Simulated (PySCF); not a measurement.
Run report: PbTe, G0W0 calculation

System: PbTe (Fm-3m, 2 atoms in the cell).
Method: Kohn-Sham DFT of a periodic cell in Gaussian orbitals, PBE, DZVP-MOLOPT-HYB/GTH-HYB (UZH), G0W0, no spin polarisation (PySCF 2.14.0).

The structure derives from an entry of the Crystallography Open Database.

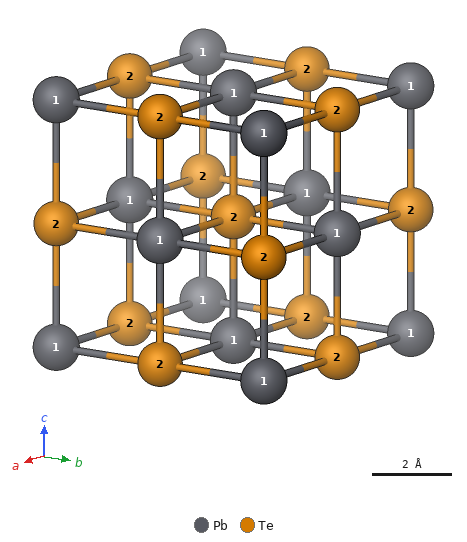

The input geometry (ball-and-stick view of the cell 4 times as large as that of the calculation, set on its symmetry axes, seen at an oblique angle; atoms are numbered from 1 in the order of the input). An atom can appear more than once, as a periodic image.

Results in brief:

- outcome: converged
- space group (tolerance 0.01 Å): Fm-3m (225)
- electrons treated: 10
- free energy: −318.8973 eV
- total energy: −318.8973 eV
- quasiparticle gap: 0.74 eV
- Fermi energy: 5.509 eV
- gap on the k-point mesh: 0.32 eV
- hardware: 4 threads of Arm Neoverse V1, 24 GiB of memory available, shared host
- wall time: 85 s (CPU time 2.9 min)
- peak memory: 0.49 GiB

Notes:

Further notes kept with the run: HOMO # == LUMO #. Notes on the run: Even tempered Gaussians are generated as DF auxbasis for  Te Pb; GW QP energies may not be sorted from min to max. Points of doubt noted for this run: coarse mesh; small mesh and basis. So coarse a mesh can miss the band edges, so the true gap of this method can be much smaller, or zero. Spin–orbit coupling is left out, which matters for Pb. The k-point mesh is coarse for a cell of this size, so the results may not be converged.

The input:
```python
import json
import numpy as np
from pyscf.pbc import gto, scf, dft, df

cell = gto.Cell()
cell.basis = {'Pb': 'DZVP-MOLOPT-HYB-GTH-q4', 'Te': 'DZVP-MOLOPT-HYB-GTH-q6'}
cell.pseudo = {'Pb': 'GTH-HYB-q4', 'Te': 'GTH-HYB-q6'}
cell.fromfile('TePb.cif')
cell.ke_cutoff = 50  # hartree
cell.exp_to_discard = 0.02
cell.precision = 1e-08
cell.max_memory = 5040  # MB
cell.verbose = 4
cell.build()

res = {}
kpts = cell.make_kpts([2, 2, 2])
mf = dft.KRKS(cell, kpts, xc='pbe')
mf = mf.density_fit()
mf.with_df._cderi_to_save = 'cderi.h5'
mf.with_df.build(j_only=False)
mf.grids = dft.gen_grid.UniformGrids(cell)
mf.conv_tol = 1e-08
mf.max_cycle = 60

mf.kernel()
res.update(converged=bool(mf.converged), e_tot=mf.e_tot, nelec=cell.nelectron, nao=cell.nao, mesh=list(map(int, cell.mesh)), a=cell.lattice_vectors().tolist(), coords=cell.atom_coords().tolist(),
           mo_energy=[np.real(x).tolist() for x in mf.mo_energy], mo_occ=[np.real(x).tolist() for x in mf.mo_occ])
import h5py
print('fit functions by k pair:', sorted({v['0'].shape[0] for v in h5py.File(mf.with_df._cderi)['j3c'].values()}))
res.update(kpts=cell.get_scaled_kpts(kpts).tolist())
res['parts'] = {k: float(np.real(v)) for k, v in mf.scf_summary.items() if np.isscalar(v)}
json.dump(res, open('results.json', 'w'))
if not mf.converged:
    raise SystemExit('SCF not converged')

print('levels (eV)')
for i, kp in enumerate(res['kpts'][:40]):
    print('k %7.4f %7.4f %7.4f  ' % tuple(kp), ' '.join('%.3f' % (x * 27.211386) for x in res['mo_energy'][i][:10]))

# Mulliken populations
dm, s = np.asarray(mf.make_rdm1()), np.asarray(mf.get_ovlp())
sites = cell.aoslice_by_atom()[:, 2:]
tot = np.einsum('kij,kji->i', dm, s).real / len(kpts)
res['mulliken'] = [cell.atom_charge(i) - tot[a0:a1].sum() for i, (a0, a1) in enumerate(sites)]
print('Mulliken charges', np.round(res['mulliken'], 5))

from pyscf.pbc.gw.krgw_ac import KRGWAC
gw = KRGWAC(mf)
gw.fc = True
orbs = list(range(2, 8))
gw.kernel(orbs=orbs)
res['orbs'] = orbs
res['qp'] = np.asarray(gw.mo_energy).real.tolist()
res['done'] = True
json.dump(res, open('results.json', 'w'))
```

File TePb.cif:
```
data_TePb
_cell_length_a 4.56932402
_cell_length_b 4.56932402
_cell_length_c 4.56932402
_cell_angle_alpha 60.00000000
_cell_angle_beta 60.00000000
_cell_angle_gamma 60.00000000
_space_group_name_H-M_alt 'P1'
_space_group_name_Hall 'P 1'
_space_group_IT_number 1
loop_
_space_group_symop_operation_xyz
'x,y,z'
loop_
_atom_site_label
_atom_site_type_symbol
_atom_site_symmetry_multiplicity
_atom_site_Wyckoff_symbol
_atom_site_fract_x
_atom_site_fract_y
_atom_site_fract_z
_atom_site_occupancy
Pb1 Pb 1 a 0.0000000000 0.0000000000 0.0000000000 1
Te1 Te 1 a 0.5000000000 0.5000000000 0.5000000000 1
```

Command:
```bash
OMP_NUM_THREADS=4 python -u run.py > log
```

Output:
```
Discarded 0 diffused primitive functions, 0 contracted functions

******** <class 'pyscf.pbc.df.df.GDF'> ********
auxbasis = None
exp_to_discard = 0.02
len(kpts) = 8
ETB for Te: l = 0, exps = 0.18906019283696 * 2^n , n = 0..4
ETB for Te: l = 1, exps = 0.18906019283696 * 2^n , n = 0..4
ETB for Te: l = 2, exps = 0.18906019283696 * 2^n , n = 0..4
ETB for Te: l = 3, exps = 0.18906019283696 * 2^n , n = 0..4
ETB for Te: l = 4, exps = 0.18906019283696 * 2^n , n = 0..4
ETB for Pb: l = 0, exps = 0.13689913219298 * 2^n , n = 0..4
ETB for Pb: l = 1, exps = 0.13689913219298 * 2^n , n = 0..4
ETB for Pb: l = 2, exps = 0.13689913219298 * 2^n , n = 0..4
ETB for Pb: l = 3, exps = 0.13689913219298 * 2^n , n = 0..4
ETB for Pb: l = 4, exps = 0.13689913219298 * 2^n , n = 0..4

WARN: Even tempered Gaussians are generated as DF auxbasis for  Te Pb

Drop 0 primitive fitting functions
make aux basis, num shells = 50, num cGTOs = 250
auxcell.rcut 16.88110004493184

******** <class 'pyscf.pbc.df.rsdf_builder._RSGDFBuilder'> ********
mesh = [11 11 11] (1331 PWs)
ke_cutoff = 6.618630007511552
omega = 0.3154621798657739
exclude_d_aux = True
exclude_dd_block = True
j2c_eig_always = False
has_long_range = True

******** <class 'pyscf.pbc.dft.krks.KRKS'> ********
method = KRKS
initial guess = minao
damping factor = 0
level_shift factor = 0
DIIS = <class 'pyscf.scf.diis.CDIIS'>
diis_start_cycle = 1
diis_space = 8
diis_damp = 0
SCF conv_tol = 1e-08
SCF conv_tol_grad = None
SCF max_cycles = 60
direct_scf = True
direct_scf_tol = 1e-13

******** PBC SCF flags ********
N kpts = 8
Exchange divergence treatment (exxdiv) = ewald
    madelung (= occupied orbital energy shift) = 0.18772860761737947
    Total energy shift due to Ewald probe charge = -1/2 * Nelec*madelung = -0.938643038087
DF object = <pyscf.pbc.df.df.GDF object>
XC functionals = pbe
small_rho_cutoff = 0
Uniform grid, mesh = [29 29 29]
Set gradient conv threshold to 0.0001

******** <class 'pyscf.pbc.df.rsdf_builder._RSNucBuilder'> ********
mesh = [13 13 13] (2197 PWs)
ke_cutoff = 9.530827210816636
omega = 0.39185047753980384
exclude_d_aux = False
exclude_dd_block = True
j2c_eig_always = False
has_long_range = True
nelec by numeric integration = 9.998424658815468
init E= -7.85646663064817

WARN: HOMO 0.206525736 == LUMO 0.206525736

nelec by numeric integration = 9.99999999999988
cycle= 1 E= -11.5773950056224  delta_E= -3.72  |g|= 1.24  |ddm|= 10.1
  HOMO = 0.162763285576  LUMO = 0.213450387456  gap/eV = 1.37927
nelec by numeric integration = 9.999999999999808
cycle= 2 E= -11.5964384338936  delta_E= -0.019  |g|= 1.23  |ddm|= 12.8
  HOMO = 0.202084907986  LUMO = 0.21656955553  gap/eV = 0.39415
nelec by numeric integration = 9.999999999999817
cycle= 3 E= -11.717782373183  delta_E= -0.121  |g|= 0.137  |ddm|= 4.44
  HOMO = 0.202373608238  LUMO = 0.213846204192  gap/eV = 0.31219
nelec by numeric integration = 9.999999999999817
cycle= 4 E= -11.7192593575896  delta_E= -0.00148  |g|= 0.00274  |ddm|= 0.502
  HOMO = 0.202485353937  LUMO = 0.214026098455  gap/eV = 0.31404
nelec by numeric integration = 9.999999999999819
cycle= 5 E= -11.7192599055414  delta_E= -5.48e-07  |g|= 0.000428  |ddm|= 0.0112
  HOMO = 0.202462916447  LUMO = 0.21404956304  gap/eV = 0.31529
nelec by numeric integration = 9.999999999999819
cycle= 6 E= -11.7192599202078  delta_E= -1.47e-08  |g|= 2.98e-05  |ddm|= 0.00161
  HOMO = 0.202463737356  LUMO = 0.214050145874  gap/eV = 0.31528
nelec by numeric integration = 9.999999999999819
cycle= 7 E= -11.7192599202747  delta_E= -6.69e-11  |g|= 8.54e-07  |ddm|= 0.000102
  HOMO = 0.20246378808  LUMO = 0.214050206245  gap/eV = 0.31528
nelec by numeric integration = 9.999999999999819
Extra cycle  E= -11.7192599202747  delta_E= -4.09e-14  |g|= 3.27e-07  |ddm|= 3.39e-06
converged SCF energy = -11.7192599202747
fit functions by k pair: [250]
levels (eV)
k  0.0000  0.0000  0.0000   -6.655 -0.369 4.132 4.132 4.132 9.601 9.601 9.601 11.512 11.512
k  0.0000  0.0000  0.5000   -4.893 -3.730 4.588 4.588 5.509 5.825 6.221 6.221 15.113 17.655
k  0.0000  0.5000  0.0000   -4.893 -3.730 4.588 4.588 5.509 5.825 6.221 6.221 15.113 17.655
k  0.0000  0.5000  0.5000   -4.838 -2.342 0.657 2.482 2.482 8.645 11.089 11.089 12.195 15.985
k  0.5000 -0.0000  0.0000   -4.893 -3.730 4.588 4.588 5.509 5.825 6.221 6.221 15.113 17.655
k  0.5000 -0.0000  0.5000   -4.838 -2.342 0.657 2.482 2.482 8.645 11.089 11.089 12.195 15.985
k  0.5000  0.5000  0.0000   -4.838 -2.342 0.657 2.482 2.482 8.645 11.089 11.089 12.195 15.985
k  0.5000  0.5000  0.5000   -4.893 -3.730 4.588 4.588 5.509 5.825 6.221 6.221 15.113 17.655
Mulliken charges [ 0.11784 -0.11784]

******** <class 'pyscf.pbc.gw.krgw_ac.KRGWAC'> ********
method = KRGWAC
GW nocc = 5, nvir = 21, nkpts = 8
orbital list = [2, 3, 4, 5, 6, 7]
off-diagonal self-energy = False
GW density matrix = False
density-fitting for exchange = False
outcore for self-energy= False
finite size corrections = True
grids for finite size corrections = False
broadening parameter = 5.000e-03
number of grids = 100
analytic continuation method = pade
imaginary frequency cutoff = 5.0
Pade points = 18
Pade step ratio = 0.667
use perturbative linearized QP eqn = False
QPE max iter = 100
QPE tolerance = 1.0e-06

WARN: GW QP energies may not be sorted from min to max
```
